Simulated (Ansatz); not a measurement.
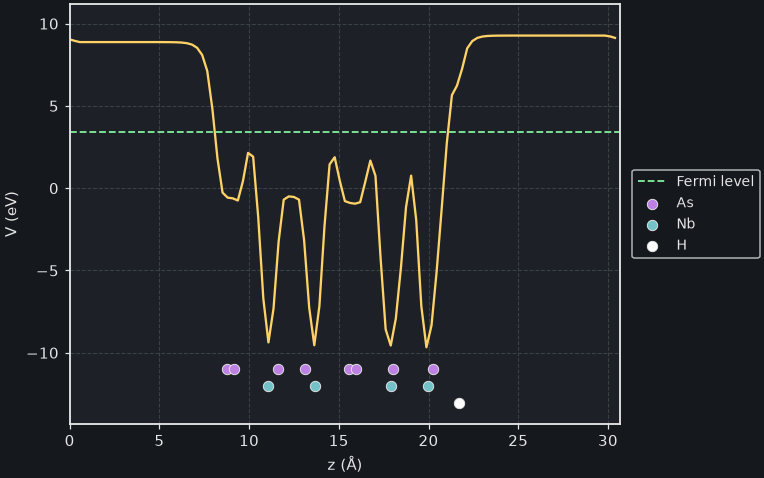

Describe the figure.

Plane-averaged electrostatic potential energy of an electron across the slab; circles at the bottom mark the heights of the atoms (positions after relaxation). System: a (001) slab cut from NbAs$_{2}$ (C2/m), of composition Nb$_{4}$As$_{8}$H (not the bulk's), ended by Nb above and As below, 13 atoms in the cell. Method: DFT PBEsol, scalar-relativistic, plane waves, PAW, no spin polarisation, 9×6×1 k mesh, 420 eV cutoff (Ansatz 0.2.0).

The work function is 5.85 eV at the right face and 5.45 eV at the left. The vacuum levels differ by 0.40 eV, so the slab carries a dipole along its normal. Some atoms were held fixed in the relaxation, which can itself make the faces differ. The outermost atoms are 12.9 Å apart, which leaves 17.8 Å of vacuum in a cell 30.7 Å high.
